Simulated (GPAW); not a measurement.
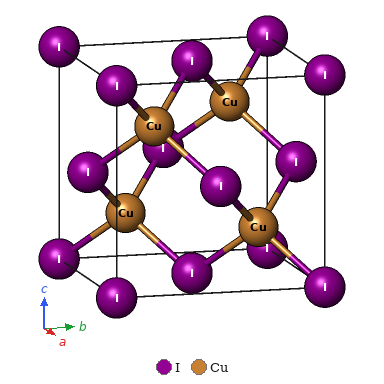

System: CuI, space group F-43m (No. 216). The picture shows the conventional cell.

Input of the run:
```
from ase import Atoms
from ase.eos import EquationOfState
from ase.io import Trajectory
from ase.units import GPa
from gpaw import GPAW, PW, setup_paths

setup_paths.insert(0, '.')

atoms = Atoms(['I', 'Cu'],
              cell=[[0.0, 3.0315, 3.0315],
                    [3.0315, 0.0, 3.0315],
                    [3.0315, 3.0315, 0.0]],
              scaled_positions=[[0.0, 0.0, 0.0],
                                [0.75, 0.75, 0.75]],
              pbc=True)

traj = Trajectory('eos.traj', 'w')
volumes, energies = [], []
for x in [0.94, 0.96, 0.98, 1.0, 1.02, 1.04, 1.06]:
    a = atoms.copy()
    a.set_cell(atoms.cell * x**(1 / 3), scale_atoms=True)
    calc = GPAW(mode=PW(600),
                xc='PBEsol',
                kpts={'size': (8, 8, 8), 'gamma': True},
                occupations={'name': 'fermi-dirac', 'width': 0.05},
                nbands=19,
                convergence={'density': 1e-05, 'energy': 1e-05},
                maxiter=150,
                txt=f'eos-{x:.2f}.txt')
    a.calc = calc
    energies.append(a.get_potential_energy(force_consistent=True))
    volumes.append(a.get_volume())
    p = -a.get_stress()[:3].mean() / GPa
    calc.write(f'eos-{x:.2f}.gpw')
    traj.write(a)
    print(f'{x:.2f} {volumes[-1]:10.4f} A^3 {energies[-1]:14.6f} eV {p:9.3f} GPa', flush=True)

v0, e0, B = EquationOfState(volumes, energies, eos='birchmurnaghan').fit()
print(f'V0 = {v0:.4f} A^3, E0 = {e0:.6f} eV, B0 = {B / GPa:.2f} GPa')
```

Run as:
```bash
gpaw-setup -f PBEsol Cu I
OMP_NUM_THREADS=1 python run.py
```

Method: PAW DFT in plane waves, on a grid or in atomic orbitals, no spin polarisation; energies at scaled volumes of the given cell, shape and fractions fixed, counted from the fit's minimum, third-order Birch-Murnaghan fit (GPAW 26.7.0). Level: PBEsol.

| setting | value |
| --- | --- |
| k mesh | 8×8×8 |
| occupations | Fermi–Dirac |
| smearing width | 0.05 eV |
| potentials | PAW data sets made by gpaw setup for the functional |
| wave cutoff | 600 eV |
| program settings | basis pw |

Predict the energy and pressure against volume. The volume takes the values 26.19, 26.75, 27.30, 27.86, 28.42, 28.97, 29.53 Å³/atom.

A third-order Birch–Murnaghan fit gives V0 = 26.68 Å³/atom, B0 = 48.3 GPa and B′ = 5.3. The energy is 1.40 meV/atom at volume 26.19 Å³/atom and 37.23 meV/atom at 29.53 Å³/atom; the lowest computed point is at volume 26.75 Å³/atom (0.02 meV/atom), in a single well. The pressure falls from 0.87 GPa at volume 26.19 Å³/atom to −3.81 GPa at 29.53 Å³/atom, and changes sign near 26.65 Å³/atom.

```
volume (Å³/atom)  energy (meV/atom)  pressure (GPa)
           26.19               1.40            0.87
           26.75               0.02           -0.19
           27.30               2.12           -1.12
           27.86               7.23           -1.93
           28.42              15.01           -2.64
           28.97              25.10           -3.27
           29.53              37.23           -3.81
```

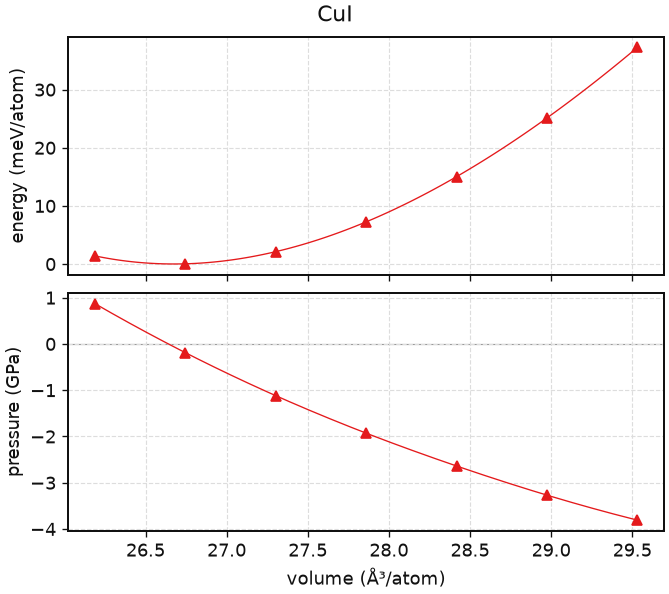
